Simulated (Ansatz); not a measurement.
Geometry relaxation of TaN

The run: geometry relaxation of TaN (P6₃/mmc, 4 atoms in the cell). Method and program: DFT r2SCAN, scalar-relativistic, plane waves, PAW, no spin polarisation (Ansatz 0.2.0).

The structure derives from an entry of the Crystallography Open Database. Figures and captions count atoms from 1; the log counts them from 0 in places.

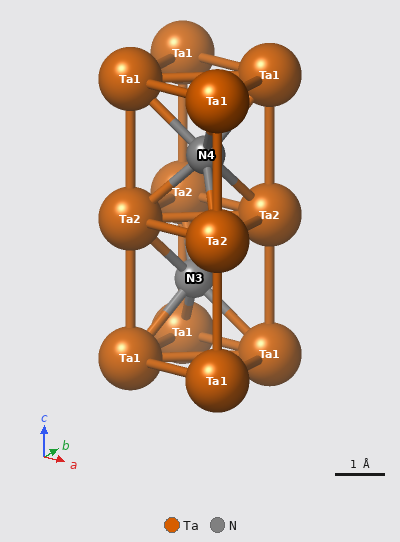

**Figure 1.** The starting structure (ball-and-stick view of the cell of the calculation, seen slightly off an axis; atoms are numbered from 1 in the order of the input). An atom can appear more than once, as a periodic image.

**Input file**
```yaml
crystal:
  lattice:
    - [2.9022020852, 0.0, 0.0]
    - [-1.4511010426, 2.5133807327, 0.0]
    - [0.0, 0.0, 5.8868825574]
  atoms:
    - { symbol: Ta, position: [0.0, 0.0, 0.0] }
    - { symbol: Ta, position: [0.0, 0.0, 0.5] }
    - { symbol: "N", position: [0.3333333333, 0.6666666667, 0.25] }
    - { symbol: "N", position: [0.6666666667, 0.3333333333, 0.75] }
basis:
  ecutwfc: 500
kpoints:
  mp_grid: { grid: [18, 18, 8] }
hamiltonian:
  xc: r2scan
scf:
  occupations: { method: gaussian, width: 0.1 }
output:
  forces: true
  stress: true
  eigenvalues: true
relax:
  adjacent_minimum: "off"
  f_tol: 0.005
  max_steps: 80
  cell: { stress_tol: 0.05 }
```

Hardware: 4 threads of Arm Neoverse V1, 24 GiB of memory available, shared host.

Launch command:
```bash
ansatz run input.yaml --threads 4 --pin off --max-ram 10240MiB --backend cpu --events-out ev --progress --plain --runs-dir out
```

**What the program printed**
```
Engine: ansatz 0.2.0, aarch64-unknown-linux-gnu
Pseudopotentials: kind: paw
Pseudopotential: Ta, paw, valence charge 13, recommended cutoff 500 eV (meta_gga), Ta.paw.azcp
Pseudopotential: N, paw, valence charge 5, recommended cutoff 500 eV (meta_gga), N.paw.azcp
Functional definition: r2SCAN
  parameter k0 = 0.174
  parameter k1 = 0.065
  parameter a1 = 4.9479
  exchange = r2scan_x(k0 = k0, k1 = k1, a1 = a1)
  correlation = r2scan_c
Crystal: 4 atoms, lattice volume = 42.941 Å³
Basis set: ecut = 500 eV, 1077 PW (Γ), exchange–correlation on 96×96×180 points (64 copies of the dense FFT grid, shifted against one another)
Bands: 22, of which v1, the nominal top of the filled ones, is band 18 counted from 1 (17 counted from 0)
Symmetry: 24 space group operations
Space group: P63/mmc (ITA 194), of the structure as read, at distance tolerance 3.5e-5 Å
k-points: 185 of 2592
Non-local potential: Ta, projectors of the file, l = 0: 3, l = 1: 2, l = 2: 2, l = 3: 1
Non-local potential: N, projectors of the file, l = 0: 2, l = 1: 2, l = 2: 1
PAW form: soft (Blöchl's): semilocal exchange-correlation on the pseudo side does not see the compensation charge
PAW frozen core: Ta, regenerated for the run's functional (the file was generated under x = pbe(κ = 0.804, μ = 0.2195149727645171), c = pbe(β = 0.06672455060314922))
PAW frozen core: N, regenerated for the run's functional (the file was generated under x = pbe(κ = 0.804, μ = 0.2195149727645171), c = pbe(β = 0.06672455060314922))
PAW one-centre angular grid: Ta, 590 points (default); XC on 160 Gauss nodes
PAW one-centre angular grid: N, 302 points (default); XC on 160 Gauss nodes
Initial density: superposition of atomic densities (neutral atoms: chi_scale 0, normalization atom), corrected by the library's trained network
Initial wavefunctions: pseudopotential atomic-orbital guess
Functional: x = r2scan, c = r2scan; τ floored in thin density (d = 2e-4 eV/Å³)
SCF iter   1: F=—  HF=-20662.380943 eV  |F-HF|=—  |Δ(HF+E_count)|=         —  Δρ=9.54e-3  dr2=2.20e-2  dr2_τ=2.31e-1  ethr=1.77e-3  ⟨swp⟩=5.4  Hψ=18693  notcnv=0
preconditioner: auto → Kerker (q_TF=auto, 2.649 Å⁻¹)  [metal: Δε(μ)=0.020 eV  Ē_g=10.048 eV  σ=0.100 eV  W_gap=0.11  n_scr=10 (ndim 8)  ℏωp=25.3 eV  f_vac=0.000  D(μ)=1.10/eV (n_scr^D=4)]
SCF iter   2: F=—  HF=-20662.527245 eV  |F-HF|=—  |Δ(HF+E_count)|=   1.46e-1  Δρ=7.09e-3  dr2=1.78e-2  dr2_τ=6.98e-4  ethr=6.10e-5  ⟨swp⟩=2.0  Hψ=8925  notcnv=0  defer=1
SCF iter   3: F=—  HF=-20662.526832 eV  |F-HF|=—  |Δ(HF+E_count)|=   4.13e-4  Δρ=3.29e-3  dr2=2.20e-3  dr2_τ=8.00e-4  ethr=4.95e-5  ⟨swp⟩=2.0  Hψ=5792  notcnv=0  defer=1
SCF iter   4: F=—  HF=-20662.527453 eV  |F-HF|=—  |Δ(HF+E_count)|=   6.20e-4  Δρ=2.10e-3  dr2=2.03e-3  dr2_τ=1.41e-4  ethr=6.12e-6  ⟨swp⟩=2.7  Hψ=6977  notcnv=0  defer=1
SCF iter   5: F=—  HF=-20662.527119 eV  |F-HF|=—  |Δ(HF+E_count)|=   3.33e-4  Δρ=6.63e-4  dr2=1.97e-4  dr2_τ=1.25e-5  ethr=5.64e-6  ⟨swp⟩=2.0  Hψ=5092  notcnv=0  defer=1
SCF iter   6: F=—  HF=-20662.527098 eV  |F-HF|=—  |Δ(HF+E_count)|=   2.10e-5  Δρ=1.20e-4  dr2=6.87e-6  dr2_τ=3.62e-7  ethr=5.47e-7  ⟨swp⟩=2.0  Hψ=5368  notcnv=0  defer=1
SCF iter   7: F=—  HF=-20662.527100 eV  |F-HF|=—  |Δ(HF+E_count)|=   1.65e-6  Δρ=1.05e-5  dr2=3.94e-8  dr2_τ=2.34e-9  ethr=2.78e-10  ⟨swp⟩=4.5  Hψ=19700  notcnv=0
SCF iter   8: F=-20662.527100 eV  HF=-20662.527100 eV  |F-HF|=1.75e-10  |Δ(HF+E_count)|=   2.91e-8  Δρ=2.14e-6  dr2=1.82e-9  dr2_τ=2.02e-10  ethr=1.09e-10  ⟨swp⟩=2.0  Hψ=14050  notcnv=0
SCF 1 converged in 8 iterations: F = -20662.527100 eV  dr2 = 1.82e-9
  greatest PAW one-centre occupation: 0.998 electrons in one spin orbital (limit 2), on the Ta atom at site 1 (counted from 0), in its partial waves of l = 0
relax step   1: F+E_penalty+E_count = -20662.52709993 eV  Δ(F+E_penalty+E_count) = +0.000e0 eV  max|allowed force component| = 2.914e-16 eV/Å  Δτ_max = 0.0000 Å  P = +0.193 GPa  Ω = 42.941 Å³  (8 SCF iters, dr2 threshold 1.00e-7 eV, accepted)
Crystal: 4 atoms, lattice volume = 42.946 Å³
Initial density: handed on by an earlier stage of this run
Initial wavefunctions: those handed on with the density
iter 1 solved again at ethr=3.46e-7 eV; its pass at ethr=3.10e-3 eV (dr2=1.25e-4 eV) is discarded
SCF iter   1: F=—  HF=-20662.526783 eV  |F-HF|=—  |Δ(HF+E_count)|=         —  Δρ=5.83e-4  dr2=1.58e-4  dr2_τ=2.32e-4  ethr=3.46e-7  ⟨swp⟩=2.9  Hψ=26058  notcnv=0
preconditioner: auto → Kerker (q_TF=auto, 2.649 Å⁻¹)  [metal: Δε(μ)=0.004 eV  Ē_g=9.972 eV  σ=0.100 eV  W_gap=0.02  n_scr=10 (ndim 8)  ℏωp=25.3 eV  f_vac=0.000  D(μ)=1.06/eV (n_scr^D=2)]
SCF iter   2: F=—  HF=-20662.526847 eV  |F-HF|=—  |Δ(HF+E_count)|=   6.47e-5  Δρ=2.71e-4  dr2=3.66e-5  dr2_τ=1.71e-6  ethr=3.46e-7  ⟨swp⟩=2.0  Hψ=6843  notcnv=0
SCF iter   3: F=—  HF=-20662.526845 eV  |F-HF|=—  |Δ(HF+E_count)|=   2.75e-6  Δρ=1.04e-4  dr2=5.78e-6  dr2_τ=2.51e-7  ethr=1.02e-7  ⟨swp⟩=2.3  Hψ=6238  notcnv=0
SCF iter   4: F=—  HF=-20662.526844 eV  |F-HF|=—  |Δ(HF+E_count)|=   8.63e-7  Δρ=5.44e-5  dr2=1.74e-6  dr2_τ=3.90e-8  ethr=1.61e-8  ⟨swp⟩=1.3  Hψ=4492  notcnv=0
SCF iter   5: F=-20662.526843 eV  HF=-20662.526843 eV  |F-HF|=1.30e-8  |Δ(HF+E_count)|=   2.10e-7  Δρ=1.33e-5  dr2=3.36e-8  dr2_τ=6.15e-9  ethr=1.11e-9  ⟨swp⟩=3.2  Hψ=17705  notcnv=0
SCF 2 converged in 5 iterations: F = -20662.526843 eV  dr2 = 3.36e-8
relax step   2: F+E_penalty+E_count = -20662.52684348 eV  Δ(F+E_penalty+E_count) = +2.565e-4 eV  max|allowed force component| = 4.025e-16 eV/Å  Δτ_max = 0.0000 Å  P = +0.043 GPa  Ω = 42.946 Å³  energy of the carried Pulay correction = -5.748e-6 eV  (5 SCF iters, dr2 threshold 4.00e-7 eV, rejected (line search))
Crystal: 4 atoms, lattice volume = 42.959 Å³
iter 1 solved again at ethr=1.68e-7 eV; its pass at ethr=3.10e-3 eV (dr2=6.05e-5 eV) is discarded
SCF iter   1: F=—  HF=-20662.527121 eV  |F-HF|=—  |Δ(HF+E_count)|=         —  Δρ=4.14e-4  dr2=7.88e-5  dr2_τ=1.15e-4  ethr=1.68e-7  ⟨swp⟩=2.9  Hψ=26100  notcnv=0
preconditioner: auto → Kerker (q_TF=auto, 2.649 Å⁻¹)  [metal: Δε(μ)=0.011 eV  Ē_g=9.975 eV  σ=0.100 eV  W_gap=0.06  n_scr=10 (ndim 8)  ℏωp=25.3 eV  f_vac=0.000  D(μ)=1.07/eV (n_scr^D=2)]
SCF iter   2: F=—  HF=-20662.527160 eV  |F-HF|=—  |Δ(HF+E_count)|=   3.89e-5  Δρ=1.89e-4  dr2=1.74e-5  dr2_τ=8.75e-7  ethr=1.68e-7  ⟨swp⟩=2.0  Hψ=7006  notcnv=0
SCF iter   3: F=—  HF=-20662.527159 eV  |F-HF|=—  |Δ(HF+E_count)|=   1.40e-6  Δρ=6.73e-5  dr2=2.73e-6  dr2_τ=6.09e-8  ethr=4.83e-8  ⟨swp⟩=2.2  Hψ=6124  notcnv=0
SCF iter   4: F=—  HF=-20662.527158 eV  |F-HF|=—  |Δ(HF+E_count)|=   5.24e-7  Δρ=1.43e-5  dr2=6.45e-8  dr2_τ=4.85e-9  ethr=7.57e-9  ⟨swp⟩=3.0  Hψ=7409  notcnv=0
SCF iter   5: F=—  HF=-20662.527158 eV  |F-HF|=—  |Δ(HF+E_count)|=   3.67e-8  Δρ=6.20e-6  dr2=1.75e-8  dr2_τ=2.31e-9  ethr=1.79e-10  ⟨swp⟩=2.0  Hψ=5931  notcnv=0
SCF iter   6: F=—  HF=-20662.527158 eV  |F-HF|=—  |Δ(HF+E_count)|=   2.62e-9  Δρ=1.32e-6  dr2=6.02e-10  dr2_τ=4.74e-11  ethr=4.86e-11  ⟨swp⟩=2.0  Hψ=5887  notcnv=0
SCF iter   7: F=—  HF=-20662.527158 eV  |F-HF|=—  |Δ(HF+E_count)|=  4.58e-10  Δρ=5.02e-7  dr2=1.40e-10  dr2_τ=3.10e-12  ethr=1.67e-12  ⟨swp⟩=2.0  Hψ=6871  notcnv=0
SCF iter   8: F=-20662.527158 eV  HF=-20662.527158 eV  |F-HF|=3.64e-12  |Δ(HF+E_count)|=  7.28e-12  Δρ=4.51e-8  dr2=3.98e-13  dr2_τ=5.01e-14  ethr=1.00e-12  ⟨swp⟩=5.0  Hψ=15691  notcnv=0
SCF 3 converged in 8 iterations: F = -20662.527158 eV  dr2 = 3.98e-13
  greatest PAW one-centre occupation: 0.998 electrons in one spin orbital (limit 2), on the Ta atom at site 0 (counted from 0), in its partial waves of l = 0
relax step   3: F+E_penalty+E_count = -20662.52715815 eV  Δ(F+E_penalty+E_count) = -5.822e-5 eV  max|allowed force component| = 3.053e-16 eV/Å  Δτ_max = 0.0000 Å  P = +0.017 GPa  Ω = 42.959 Å³  energy of the carried Pulay correction = -9.979e-6 eV  (8 SCF iters, accepted)
Initial wavefunctions: pseudopotential atomic-orbital guess (no wavefunctions were taken with the density)
iter 1 solved again at ethr=1.08e-8 eV; its pass at ethr=3.10e-3 eV (dr2=3.90e-6 eV) is discarded
SCF iter   1: F=—  HF=-20662.527163 eV  |F-HF|=—  |Δ(HF+E_count)|=         —  Δρ=3.50e-5  dr2=9.40e-9  dr2_τ=1.58e-9  ethr=1.08e-8  ⟨swp⟩=4.1  Hψ=33017  notcnv=0
preconditioner: auto → Kerker (q_TF=auto, 2.649 Å⁻¹)  [metal: Δε(μ)=0.002 eV  Ē_g=9.975 eV  σ=0.100 eV  W_gap=0.01  n_scr=10 (ndim 8)  ℏωp=25.3 eV  f_vac=0.000  D(μ)=1.07/eV (n_scr^D=2)]
SCF iter   2: F=—  HF=-20662.527165 eV  |F-HF|=—  |Δ(HF+E_count)|=   2.50e-6  Δρ=1.77e-5  dr2=2.38e-9  dr2_τ=4.18e-8  ethr=2.61e-11  ⟨swp⟩=2.1  Hψ=5943  notcnv=0
SCF iter   3: F=-20662.527166 eV  HF=-20662.527166 eV  |F-HF|=7.28e-11  |Δ(HF+E_count)|=   7.58e-7  Δρ=3.48e-7  dr2=2.50e-11  dr2_τ=1.24e-11  ethr=1.00e-12  ⟨swp⟩=4.4  Hψ=19946  notcnv=0
SCF 4 converged in 3 iterations: F = -20662.527166 eV  dr2 = 2.50e-11
relax step   4: F+E_penalty+E_count = -20662.52716601 eV  Δ(F+E_penalty+E_count) = -7.863e-6 eV  max|allowed force component| = 2.914e-16 eV/Å  Δτ_max = 0.0000 Å  P = +0.017 GPa  Ω = 42.959 Å³  stress off target by 1.68e-2 GPa  SCF on the basis re-selected at this cell (its energy is not comparable with the rows above)  (3 SCF iters)
```

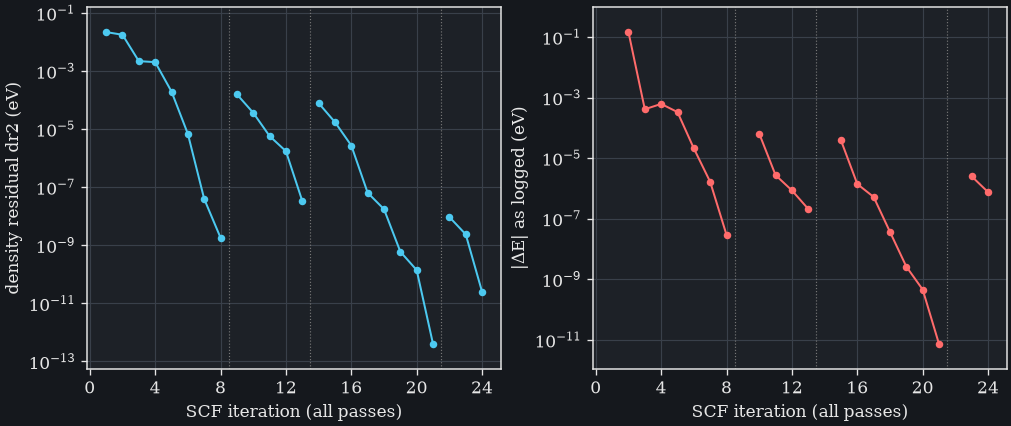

**Figure 2.** Convergence of the self-consistent field: density residual dr2 and size of the energy change against the SCF iteration. The dotted lines part the SCF passes of the relaxation: geometry steps, rejected trials and re-solves on a re-selected basis. The passes take 8, 5, 8 and 3 iterations.

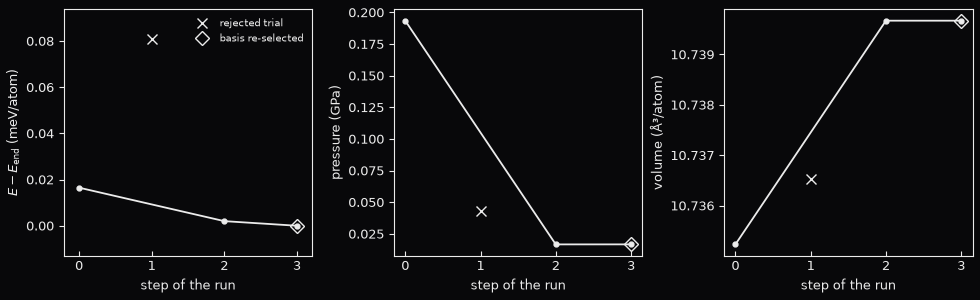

**Figure 3.** Progress of the relaxation, step by step (the first geometry is step 0 here and step 1 in the log). After 2 geometry steps the energy has fallen by next to nothing (0.0 meV per atom). All forces vanish by symmetry, so only the cell relaxes. The pressure goes from 0.19 to 0.02 GPa. The line search rejected the trial step at point 1 (counted from 0) and went back. The atoms keep their places relative to the cell (all moves are under 0.005 Å). The space group stays P6_3/mmc (No. 194). A last SCF at the same geometry on a re-selected plane-wave basis shifts the energy by next to nothing (0.0 meV per atom). (Atoms are counted from 1 in the order of the input.)

```
basis re-selected at this cell: Δ(F+E_penalty+E_count) = -7.863e-6 eV, ΔP = +0.000 GPa vs the last step (what re-selecting the basis moved, of the pressure what is left beyond the Pulay correction that the steps carried, after the strain that the cell walked since its last selection, with what the two solves' SCF thresholds leave and, on support functions, any second-order correction that the steps lacked; it is no measure of the basis error at this ecutwfc). This SCF's stress stands 1.68e-2 GPa from its target on what of the cell is left free (relax.cell.stress_tol is 5.00e-2 GPa) and its largest allowed force component is 2.91e-16 eV/Å (relax.f_tol is 5.00e-3 eV/Å): within both
SCF converged after 3 iterations
Free energy (F): -20662.527166 eV
Harris-Foulkes:  -20662.527166 eV  (|F-HF|=7.28e-11)
Internal energy: -20662.521821 eV  (E = F + TS)
E sigma→0 (E₀):  -20662.524493 eV
Entropy (-TS):   -0.005345 eV (-1.336 meV/atom)
Fermi energy:    20.303432 eV
--- Per-component energies (eV) ---
  E_band       = -131.141988
  E_kinetic    = 1003.409888
  E_local      = -1197.176124  (includes V_loc(G=0)·N_el)
  E_nonlocal   = 119.746588
  E_hartree    = 404.678706
  E_xc         = -531.317983
  E_vxc        = -617.167348  (∫ρ·V_xc dr)
  E_paw        = -17104.464941  (= ΣΔE_a)
  E_vpaw       = -281.313418  (= ΣTr[D̂ρ^β])
  E_aug_tail   = 0.000163  (compensation charges beyond the density's cutoff)
  E_vtau       = 32.000927  (kinetic-family band-sum trace: ∫τ·v_τ [+ j·A + Jᵃ·Aᵃ] dr)
  E_ewald      = -3355.826429
  E_core_change = -1.571690  (= ΣΔE_core)
  E_smearing   = -0.005345  (= −TS)
  E_closure    = 0.000000  (closes the sum)
  Σ components = -20662.527166   (vs F -20662.527166, Δ=0.00e0)
--- Forces (eV/Å), atoms counted from 1 ---
  atom   1  Ta     0.00000000     0.00000000    -0.00000000
  atom   2  Ta     0.00000000     0.00000000     0.00000000
  atom   3  N     -0.00000000    -0.00000000     0.00000000
  atom   4  N      0.00000000     0.00000000     0.00000000
  max |Σ_I F_I| component: 3.70e-17 eV/Å
--- Stress (GPa, compression-positive) ---
        0.016754       0.000000       0.000000
       -0.000000       0.016754       0.000000
        0.000000       0.000000       0.016543
  P = ⅓ Tr σ = 0.0167 GPa (0.167 kbar)
--- Band table (eV; the first three rows and the last of 185) ---
  k-point 0: bands = ["-50.0775", "-50.0366", "-16.5703", "-15.7629", "-15.4812", "-15.4812", "-15.4167", "-15.4167", "1.6231", "4.0331", "10.5695", "15.1825", "15.1825", "15.7618", "16.5441", "18.1079", "18.1079", "20.1029", "20.1029", "20.9480", "20.9480", "22.7084"]
  k-point 1: bands = ["-50.0760", "-50.0381", "-16.5415", "-15.7958", "-15.4788", "-15.4788", "-15.4191", "-15.4191", "1.7000", "3.9133", "10.7393", "15.2481", "15.2481", "15.2583", "17.0173", "17.8387", "17.8387", "20.3688", "20.3688", "20.9917", "20.9917", "22.4006"]
  k-point 2: bands = ["-50.0716", "-50.0426", "-16.4587", "-15.8884", "-15.4718", "-15.4718", "-15.4262", "-15.4262", "1.9223", "3.5937", "11.2091", "14.4490", "15.4428", "15.4428", "17.2904", "17.2904", "17.7689", "20.8674", "20.8674", "21.1105", "21.1105", "21.6198"]
  k-point 184: bands = ["-49.9495", "-49.9495", "-16.2601", "-16.2601", "-16.2409", "-16.2409", "-15.9071", "-15.9071", "3.9711", "3.9711", "12.7925", "12.7925", "14.1751", "14.1751", "14.3021", "14.3021", "19.8220", "19.8220", "23.1245", "23.1245", "23.6028", "23.6028"]
--- Relaxed structure (3 steps of the walk, 2 accepted, 1 SCFs on fresh bases) ---
  F+E_penalty+E_count = -20662.52716601 eV   max|allowed force component| = 2.914e-16 eV/Å   (the final SCF, on the basis selected at the relaxed cell)
  cell:  # Å, volume = 42.9587 Å³
    - [2.9016586655781063, 0.0, 0.0]
    - [-1.4508293327890531, 2.5129101175018955, 0.0]
    - [0.0, 0.0, 5.891524072277546]
  atoms:
    - { symbol: Ta, position: [-7.633552148393051e-35, 2.3945958516780116e-35, 0.0] }
    - { symbol: Ta, position: [-7.508475438937018e-35, 2.713875298568413e-35, 0.5] }
    - { symbol: N, position: [0.3333333333333333, 0.6666666666666666, 0.25] }
    - { symbol: N, position: [0.6666666666666666, 0.3333333333333333, 0.75] }
```

**Trajectory as extended XYZ (Å, eV, eV/Å), 4 frames, from step=1 to step=4**
```
4
Lattice="2.9022 0.0000 0.0000 -1.4511 2.5134 0.0000 0.0000 0.0000 5.8869" Properties=species:S:1:pos:R:3:forces:R:3 step=1 energy=-20662.52710 pressure_GPa=0.19
Ta    0.0000    0.0000    0.0000    0.0000   0.0000   0.0000
Ta    0.0000    0.0000    2.9434    0.0000   0.0000   0.0000
N     0.0000    1.6756    1.4717    0.0000   0.0000   0.0000
N     1.4511    0.8378    4.4152    0.0000   0.0000   0.0000
4
Lattice="2.8991 0.0000 0.0000 -1.4496 2.5107 0.0000 0.0000 0.0000 5.9002" Properties=species:S:1:pos:R:3:forces:R:3 step=2 energy=-20662.52684 pressure_GPa=0.04 accepted=F
Ta    0.0000    0.0000    0.0000    0.0000   0.0000   0.0000
Ta    0.0000    0.0000    2.9501    0.0000   0.0000   0.0000
N     0.0000    1.6738    1.4750    0.0000   0.0000   0.0000
N     1.4496    0.8369    4.4251    0.0000   0.0000   0.0000
4
Lattice="2.9017 0.0000 0.0000 -1.4508 2.5129 0.0000 0.0000 0.0000 5.8915" Properties=species:S:1:pos:R:3:forces:R:3 step=3 energy=-20662.52716 pressure_GPa=0.02
Ta    0.0000    0.0000    0.0000    0.0000   0.0000   0.0000
Ta    0.0000    0.0000    2.9458    0.0000   0.0000   0.0000
N     0.0000    1.6753    1.4729    0.0000   0.0000   0.0000
N     1.4508    0.8376    4.4186    0.0000   0.0000   0.0000
4
Lattice="2.9017 0.0000 0.0000 -1.4508 2.5129 0.0000 0.0000 0.0000 5.8915" Properties=species:S:1:pos:R:3:forces:R:3 step=4 energy=-20662.52717 pressure_GPa=0.02
Ta    0.0000    0.0000    0.0000    0.0000   0.0000   0.0000
Ta    0.0000    0.0000    2.9458    0.0000   0.0000   0.0000
N     0.0000    1.6753    1.4729    0.0000   0.0000   0.0000
N     1.4508    0.8376    4.4186    0.0000   0.0000   0.0000
```

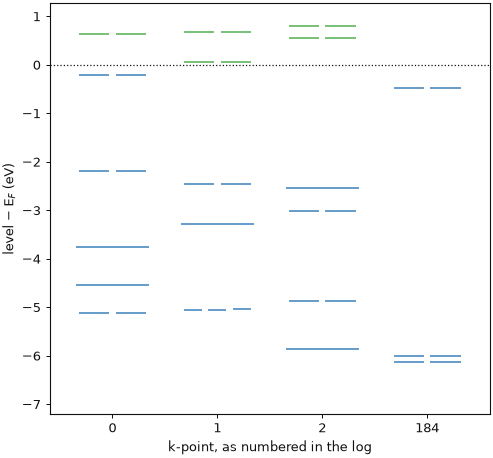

**Figure 4.** Kohn–Sham levels near the Fermi level (dotted) at the few k-points that the log prints; levels within 0.02 eV of each other stand side by side. The system is metallic on the full mesh.

**Summary**

| quantity | value |
| --- | --- |
| outcome | converged |
| space group (tolerance 0.01 Å) | P6₃/mmc (194) |
| electrons treated | 36 |
| free energy | −20662.5272 eV |
| Fermi energy | 20.303 eV |
| gap on the k-point mesh | none (metallic) |
| pressure | 0.02 GPa |
| final volume | 42.96 Å³ |
| largest force (length of the vector) at the end | under 0.001 eV/Å |
| final cell | a = 2.902 Å, b = 2.902 Å, c = 5.892 Å, α = 90.00°, β = 90.00°, γ = 120.00° |
| wall time | 22 s (CPU time 87 s) |
| peak memory | 0.6 GiB |

**Notes**

Spin–orbit coupling is left out, which matters for Ta.
